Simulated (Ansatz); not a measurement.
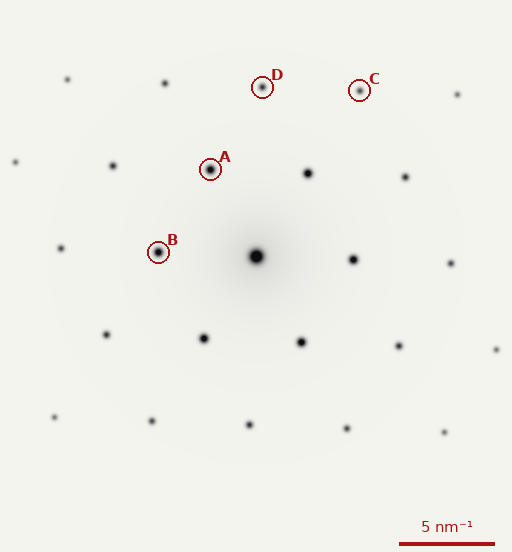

Kinematic zone-axis pattern, calculated for 100 keV electrons with B = 0.5 Å². The zone axis points towards the electron source and the pattern is seen from the source side.

The sample is Mn, space group Im-3m (No. 229), a = 2.749 Å. Structure: coordinates from a relaxation with Ansatz 0.2.0, DFT PBEsol, scalar-relativistic, plane waves, PAW; the starting structure was generated, so it need not be a known form of this composition.

Spot A is indexed 0 -1 1 and spot B 1 -1 0.

What are the indices of the remaining marked spots?

Answer. C = 2A − 2B = -2 0 2 (d = 0.972 Å). D = 2A − B = -1 -1 2 (d = 1.122 Å).

Give [uvw].

Answer. The cross product of A and B is parallel to [111]; every spot obeys hu + kv + lw = 0.
